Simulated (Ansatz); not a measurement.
## Zr2O: 7 runs along one coordinate

System: Zr2O (P4₂22, 6 atoms in the cell).
Method: DFT PBEsol, scalar-relativistic, plane waves, PAW, no spin polarisation (Ansatz 0.2.0).

The 7 runs differ only in the geometry, by a shift of atoms along one path in a fixed cell. The shift s is measured from run 4: Zr1 moves along the Cartesian direction (0.71, −0.71, 0.00), and Zr2, Zr3 and Zr4 with it in fixed proportion. The structure derives from a Materials Project entry.

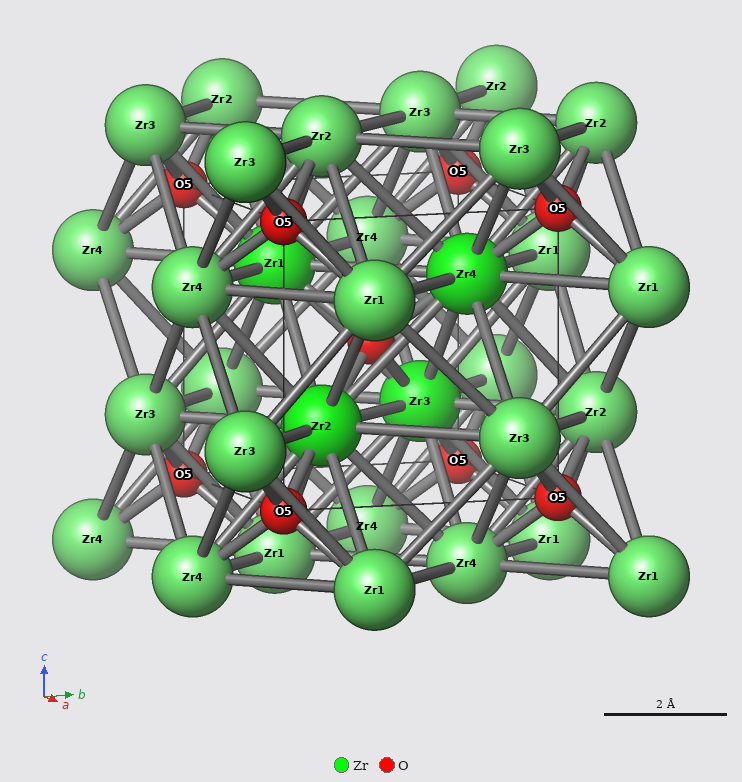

Figure 1. The structure of run 4 (ball-and-stick view of the cell of the calculation, seen slightly off an axis; neighbours outside the cell are drawn fainter; atoms are numbered from 1 in the order of the input). An atom can appear more than once, as a periodic image.

### Input of run 4
```yaml
crystal:
  lattice:
    - [4.8002881848, 0.0, 0.0]
    - [0.0, 4.8002881848, 0.0]
    - [0.0, 0.0, 4.8002881848]
  atoms:
    - { symbol: Zr, position: [0.2647305069, 0.2352694931, 0.75] }
    - { symbol: Zr, position: [0.7352694931, 0.2352694931, 0.25] }
    - { symbol: Zr, position: [0.2647305069, 0.7647305069, 0.25] }
    - { symbol: Zr, position: [0.7352694931, 0.7647305069, 0.75] }
    - { symbol: O, position: [0.0, 0.0, 0.0] }
    - { symbol: O, position: [0.5, 0.5, 0.5] }
basis:
  ecutwfc: 420
kpoints:
  mp_grid: { grid: [10, 10, 10] }
hamiltonian:
  xc: pbesol
scf:
  occupations: { method: gaussian, width: 0.15 }
output:
  forces: true
  stress: true
  eigenvalues: true
```

Command:
```bash
ansatz run input.yaml --threads 2 --pin off --max-ram 5120MiB --backend cpu --events-out ev --progress --plain --runs-dir out
```

Run 2 differs from it as follows:
```diff
-    - { symbol: Zr, position: [0.2647305069, 0.2352694931, 0.75] }
-    - { symbol: Zr, position: [0.7352694931, 0.2352694931, 0.25] }
-    - { symbol: Zr, position: [0.2647305069, 0.7647305069, 0.25] }
-    - { symbol: Zr, position: [0.7352694931, 0.7647305069, 0.75] }
+    - { symbol: Zr, position: [0.2205389862, 0.2794610138, 0.75] }
+    - { symbol: Zr, position: [0.7794610138, 0.2794610138, 0.25] }
+    - { symbol: Zr, position: [0.2205389862, 0.7205389862, 0.25] }
+    - { symbol: Zr, position: [0.7794610138, 0.7205389862, 0.75] }
```

### Results, with one run withheld

| run | shift s of Zr1 (Å) | free energy per atom, from the lowest run given (meV) | pressure (GPa) | force along the path (eV/Å) |
| --- | --- | --- | --- | --- |
| 1 | −0.5000 | 250.03 | 8.75 | 15.011 |
| 2 | −0.3000 | ? | ? | ? |
| 3 | −0.0500 | 0.08 | 0.10 | 0.049 |
| 4 | 0.0000 | 0.00 | 0.40 | −0.085 |
| 5 | 0.1500 | 36.16 | 2.87 | −3.693 |
| 6 | 0.2000 | 77.58 | 4.38 | −6.409 |
| 7 | 0.2500 | 145.86 | 6.35 | −10.161 |

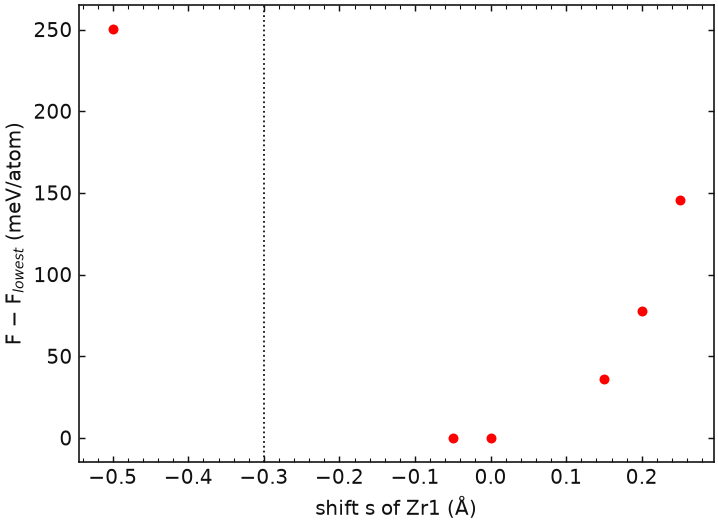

Figure 2. Free energy per atom of the runs given; the dotted line marks run 2.

What should run 2 give?

A cubic polynomial in the coordinate, fitted to the 6 runs given, misses them by at most 5.58 meV per atom. With x = s − 0.0083, it reads F = −6.2279 − 59.672 x + 2187.6 x² + 2583.8 x³ (meV per atom). At run 2 it gives 144.38 meV per atom, and the run itself gives 13.47. The slope of the fit gives a force −dF/ds of 4.031 eV/Å along the path (summed over the atoms that move), and the printed forces give 1.888 eV/Å. The fit has its minimum at s = 0.0216 Å. The miss comes from the order of the polynomial or from scatter in that run; these data can't tell which.

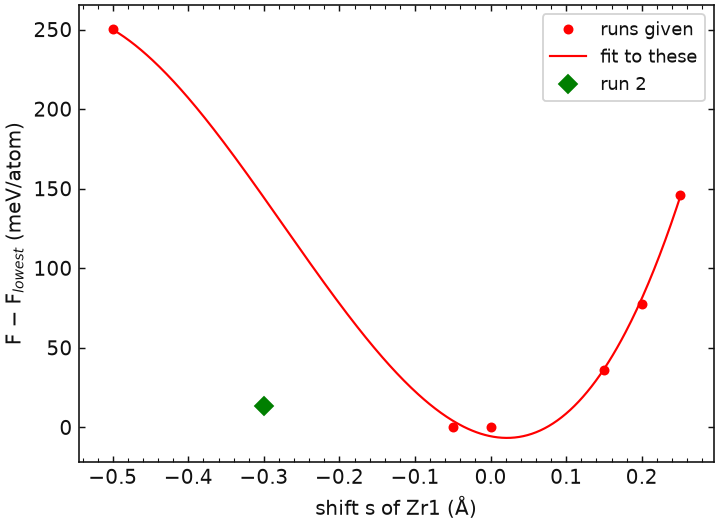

Figure 3. The fit and the withheld run.

### Output, shortened to warnings, some set-up lines, iterations and results (run 2)
```
Basis set: ecut = 420 eV, 2109 PW (Γ), exchange–correlation on 72×72×72 points (8 copies of the dense FFT grid, shifted against one another)
Symmetry: 8 space group operations
k-points: 126 of 1000 (time reversal used)
Initial density: superposition of atomic densities (neutral atoms: chi_scale 0, normalization atom), corrected by the library's trained network
[...]
SCF iter   1: F=—  HF=-17640.917248 eV  |F-HF|=—  |Δ(HF+E_count)|=         —  Δρ=5.89e-3  dr2=3.06e-2  ethr=1.77e-3  ⟨swp⟩=4.1  Hψ=17601  notcnv=0
SCF iter   2: F=—  HF=-17640.912725 eV  |F-HF|=—  |Δ(HF+E_count)|=   4.52e-3  Δρ=3.39e-3  dr2=1.32e-2  ethr=5.10e-5  ⟨swp⟩=1.0  Hψ=5544  notcnv=0
SCF iter   3: F=—  HF=-17640.909899 eV  |F-HF|=—  |Δ(HF+E_count)|=   2.83e-3  Δρ=9.75e-4  dr2=7.19e-4  ethr=2.20e-5  ⟨swp⟩=2.0  Hψ=6022  notcnv=0
SCF iter   4: F=—  HF=-17640.909765 eV  |F-HF|=—  |Δ(HF+E_count)|=   1.34e-4  Δρ=3.89e-4  dr2=1.66e-4  ethr=1.20e-6  ⟨swp⟩=2.0  Hψ=6145  notcnv=0
SCF iter   5: F=—  HF=-17640.909735 eV  |F-HF|=—  |Δ(HF+E_count)|=   3.05e-5  Δρ=9.51e-5  dr2=1.10e-5  ethr=2.77e-7  ⟨swp⟩=2.0  Hψ=5541  notcnv=0
SCF iter   6: F=—  HF=-17640.909758 eV  |F-HF|=—  |Δ(HF+E_count)|=   2.36e-5  Δρ=2.54e-5  dr2=6.70e-7  ethr=1.83e-8  ⟨swp⟩=2.0  Hψ=7686  notcnv=0
SCF iter   7: F=-17640.909758 eV  HF=-17640.909758 eV  |F-HF|=3.42e-10  |Δ(HF+E_count)|=   4.20e-8  Δρ=3.62e-6  dr2=1.09e-8  ethr=1.67e-10  ⟨swp⟩=4.9  Hψ=16237  notcnv=0
SCF 1 converged in 7 iterations: F = -17640.909758 eV  dr2 = 1.09e-8
SCF converged after 7 iterations
Free energy (F): -17640.909758 eV
Harris-Foulkes:  -17640.909758 eV  (|F-HF|=3.42e-10)
Internal energy: -17640.837106 eV  (E = F + TS)
E sigma→0 (E₀):  -17640.873432 eV
Entropy (-TS):   -0.072652 eV (-12.109 meV/atom)
Fermi energy:    12.884586 eV
--- Per-component energies (eV) ---
  E_band       = -435.383766
  E_kinetic    = 1689.171533
  E_local      = -3602.215900  (includes V_loc(G=0)·N_el)
  E_nonlocal   = 422.178152
  E_hartree    = 1201.569422
  E_xc         = -788.530802
  E_vxc        = -949.761943  (∫ρ·V_xc dr)
  E_paw        = -11905.414729  (= ΣΔE_a)
  E_vpaw       = -397.897966  (= ΣTr[D̂ρ^β])
  E_aug_tail   = 0.005095  (compensation charges beyond the density's cutoff)
  E_ewald      = -4658.333336
  E_core_change = 0.733458  (= ΣΔE_core)
  E_smearing   = -0.072652  (= −TS)
  E_closure    = -0.000000  (closes the sum)
  Σ components = -17640.909758   (vs F -17640.909758, Δ=0.00e0)
--- Forces (eV/Å), atoms counted from 1 ---
  atom   1  Zr     0.33374908    -0.33374908     0.00000000
  atom   2  Zr    -0.33374908    -0.33374908     0.00000000
  atom   3  Zr     0.33374908     0.33374908     0.00000000
  atom   4  Zr    -0.33374908     0.33374908     0.00000000
  atom   5  O     -0.00000000     0.00000000     0.00000000
  atom   6  O     -0.00000000     0.00000000     0.00000000
  max |Σ_I F_I| component: 1.39e-16 eV/Å
--- Stress (GPa, compression-positive) ---
        1.516028       0.000000       0.000000
        0.000000       1.516028      -0.000000
        0.000000      -0.000000       2.233220
  P = ⅓ Tr σ = 1.7551 GPa (17.551 kbar)
```
